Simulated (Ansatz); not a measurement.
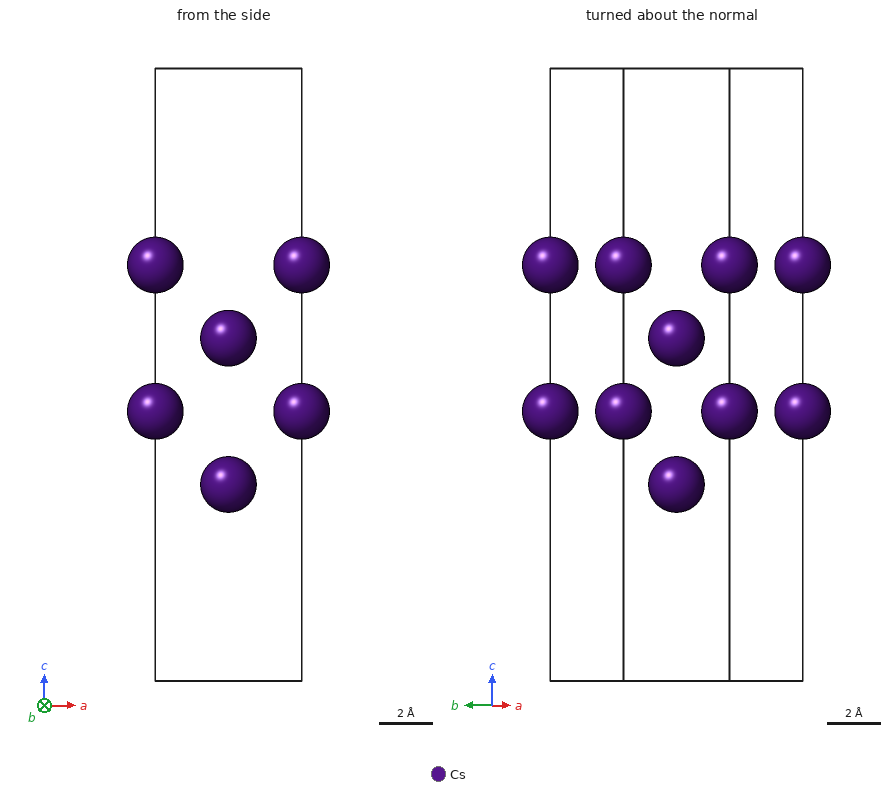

A spheres-only picture of a periodic slab, seen from the side and turned about the normal. The surface normal points up in side views; the box is the simulation cell.

The cell holds 4 Cs. The slab was cut from bulk Cs (Fm-3m).

### Estimate the thickness.

About 8 Å from the lowest to the highest atom, with about 15 Å of vacuum to the next image.

### Count the planes and say what each contains, starting at the top.

Four planes: Cs / Cs / Cs / Cs.

### Which lattice plane is parallel to the surface?

(1 1 0).

Run with Ansatz 0.2.0, DFT r2SCAN, scalar-relativistic, plane waves, PAW and these settings: E_cut = 500 eV, k-points on a 6×5×1 grid, Gaussian smearing of 0.1 eV, no spin polarisation.

### State the work functions.

1.87 eV on both faces.

The starting point was a structure listed in the Materials Project, from which a slab was cut. The atoms were relaxed in a fixed cell with DFT r2SCAN, scalar-relativistic, plane waves, PAW (Ansatz 0.2.0).
